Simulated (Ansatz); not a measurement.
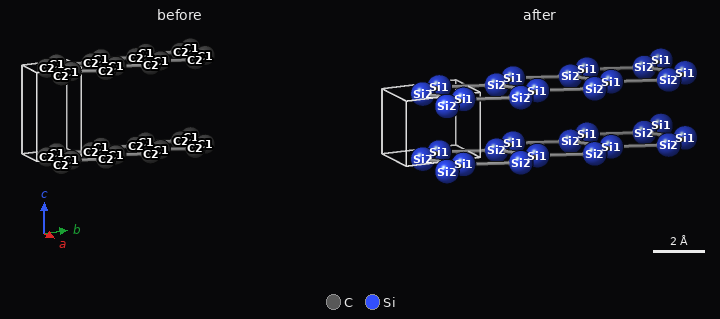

Left: solid C (set up in P6/mmm). Right: the same structure after one change, at the same scale. The picture is a ball-and-stick view of the cell of the calculation, repeated 2 × 4 × 1 with one cell outlined, seen slightly off an axis.

These are results of DFT PBE+D3(BJ), scalar-relativistic, plane waves, PAW in Ansatz 0.2.0, not measurements. Settings: plane-wave cutoff 420 eV; occupations gaussian; smearing width 0.1 eV; no spin polarisation. The k-mesh is chosen for each cell (18×18×12, 12×12×16).

### What was changed?

Every carbon atom is replaced by silicon, which gives Si. Cell and atoms are relaxed again (to zero pressure within 0.1 GPa, forces under 0.01 eV/Å).

### And its effect?

The volume per atom goes from 9.38 to 18.87 Å³. It is metallic before and after. The drawn cell changes as follows: a = b 2.465 → 4.080 Å (+65.5 %), c 3.567 → 2.618 Å (−26.6 %); the volume changes by +101.1 %. The space group stays P6/mmm (No. 191).
